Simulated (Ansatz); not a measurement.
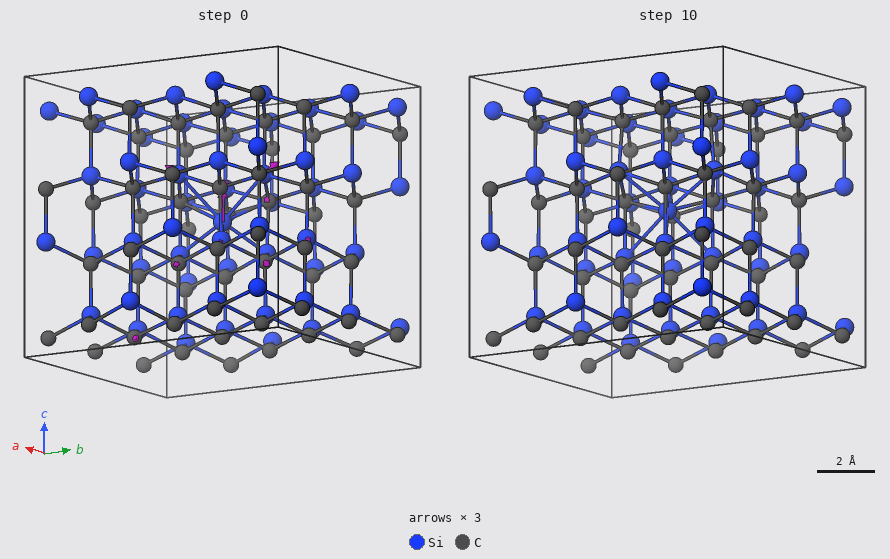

The structure of a defect cell of composition Si$_{49}$C$_{48}$ before (left) and after (right) a relaxation, at one scale. The purple arrows give the displacements, magnified 3 times.

The picture is a ball-and-stick view of the cell of the calculation (origin shifted), seen from a free direction.

All numbers below come from Ansatz 0.2.0, DFT, PBEsol, PAW, plane waves. (plane-wave cutoff 420 eV; k-point mesh 1 × 1 × 1; mesh shifted by (0.25, 0.25, 0.25); collinear spin; atoms relaxed in a fixed cell; force threshold 0.03 eV/Å; at most 80 steps)

> Summarise the run.

A Si atom moves most: 0.40 Å along +c. Largest moves by element: Si 0.40 Å, C 0.11 Å. The lattice vectors keep their values. Some distances before and after: C–Si 2.368 → 2.763 Å, Si–Si 3.088 → 3.473 Å, Si–Si 3.013 → 3.372 Å, C–Si 2.432 → 2.756 Å. Bond angles that change, for instance: Si–Si–C 132.8° → 116.5°, C–Si–C 107.5° → 120.9°, Si–Si–C 170.7° → 157.4°. After 10 geometry steps the energy has fallen by 4.987 eV per cell of the calculation. Largest force component: 7 eV/Å at the start, 0.015 eV/Å at the end. The program noted that the starting moments weren't kept. The run took 19 s on 1 × NVIDIA GB300 Max-Q with 8 threads of Arm Neoverse-V2, peak memory 1.9 GiB.
